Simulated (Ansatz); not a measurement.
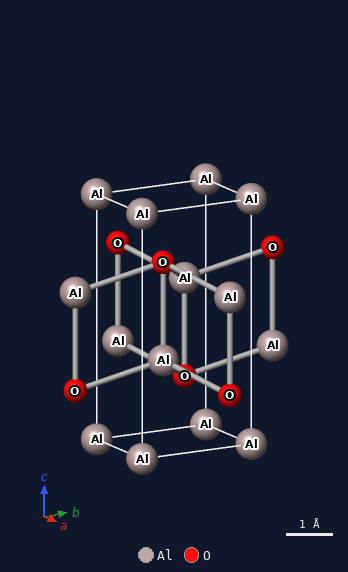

This is the input geometry for a relaxation of solid Al3O2 (built on the A-type sesquioxide_164 type) (coarse preliminary run). The picture is a ball-and-stick view of the cell of the calculation, seen slightly off an axis.

Case: anti-A-type sesquioxide type (P-3m1, No. 164).

Level of theory: DFT r2SCAN, scalar-relativistic, plane waves, PAW in Ansatz 0.2.0.

The input:
```yaml
crystal:
  lattice:
    - [3.5219054471, 0.0, 0.0]
    - [-1.7609527235, 3.0500595869, 0.0]
    - [0.0, 0.0, 5.4795127895]
  atoms:
    - { symbol: Al, position: [0.0, 0.0, 0.0] }
    - { symbol: Al, position: [0.3333333333, 0.6666666667, 0.645] }
    - { symbol: Al, position: [0.6666666667, 0.3333333333, 0.355] }
    - { symbol: O, position: [0.3333333333, 0.6666666667, 0.245] }
    - { symbol: O, position: [0.6666666667, 0.3333333333, 0.755] }
basis:
  ecutwfc: 500
kpoints:
  mp_grid: { grid: [6, 6, 4] }
hamiltonian:
  xc: r2scan
scf:
  occupations: { method: gaussian, width: 0.1 }
  lower_state_search: "off"
output:
  forces: true
  stress: true
  eigenvalues: true
relax:
  adjacent_minimum: "off"
  f_tol: 0.04
  max_steps: 70
  cell: { stress_tol: 0.4 }
```

Launched with:
```bash
ansatz run input.yaml --threads 1 --pin off --max-ram 2560MiB --backend cpu --events-out ev --progress --plain --runs-dir out
```

> Predict the outcome.

The energy falls by 1773 meV per atom in 19 accepted moves (23 points after the start). Largest force component: 0.95 eV/Å at the start, 0.0068 eV/Å at the end. The pressure goes from 15.10 to 0.14 GPa. The line search rejected the trial steps at points 13, 21 of the run. At 2 points the geometry stayed and the basis and grid were re-selected for the new cell (energy shift of 68.0 meV per atom at most each time). The largest moves relative to the cell, 0.89 Å, are those of O4 and O5. O5 goes along −c. Largest moves by element: O 0.89 Å, Al 0.74 Å. Cell: a = b 3.522 → 2.904 Å (−17.5 %), c 5.480 → 8.674 Å (+58.3 %). Volume +7.6 %. Near-neighbour distances that change, for instance: Al2–O4 2.192 → 3.323 Å, Al2–O5 2.121 → 1.809 Å. Bonds break: Al2–O4 (2.19 → 3.32 Å), Al3–O5 (2.19 → 3.32 Å). Among the angles between lasting bonds that change: O4–Al3–O4 112.3° → 106.8°, Al3–O4–Al3 112.3° → 106.8°. The space group stays P-3m1 (No. 164).

Step by step:

```
step  E − E(0), meV/atom  largest force component, eV/Å  pressure, GPa  volume, Å³/atom                      note
   0                0.00                         0.9464          15.10           11.772                          
   1             -131.12                         1.8961           5.12           12.593                          
   2             -310.30                         3.1978          -1.55           13.380                          
   3             -635.15                         4.4718          -9.71           14.394                          
   4             -932.89                         2.9289         -18.04           15.443                          
   5            -1157.44                         2.1839         -18.34           15.057                          
   6            -1404.52                         0.6361         -14.24           13.981                          
   7            -1531.95                         0.3747          -8.04           12.923                          
   8            -1588.52                         0.9799           3.72           11.706                          
   9            -1601.26                         1.7067           5.10           11.320                          
  10            -1632.40                         0.8286           3.80           11.413                          
  11            -1649.39                         0.3414           1.21           11.580                          
  12            -1652.52                         0.0657           2.02           11.530                          
  13            -1651.81                         0.3816          -0.67           11.780                  rejected
  14            -1654.54                         0.0136           0.22           11.656                          
  15            -1654.59                         0.0008           0.00           11.675                          
  16            -1722.63                         0.0575           4.79           11.675  same geometry, new basis
  17            -1744.82                         0.0710           3.18           11.872                          
  18            -1763.08                         0.1251           2.00           12.111                          
  19            -1771.30                         0.0545           0.36           12.467                          
  20            -1772.73                         0.0769          -0.19           12.652                          
  21            -1772.61                         0.1686           0.55           12.707                  rejected
  22            -1772.89                         0.0072           0.08           12.672                          
  23            -1773.37                         0.0068           0.14           12.672  same geometry, new basis
```

The structure at the end:

```
CELL_PARAMETERS angstrom
2.90417 0.00000 0.00000
-1.45209 2.51509 0.00000
0.00000 0.00000 8.67416
ATOMIC_POSITIONS crystal
Al 0.00000 0.00000 0.00000
Al 0.33333 0.66667 0.73068
Al 0.66667 0.33333 0.26932
O 0.33333 0.66667 0.34756
O 0.66667 0.33333 0.65244
```

The end point in the same view:

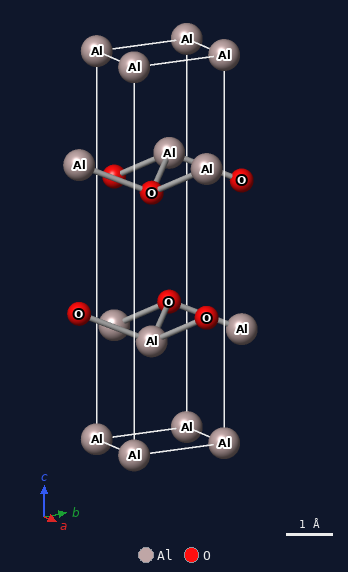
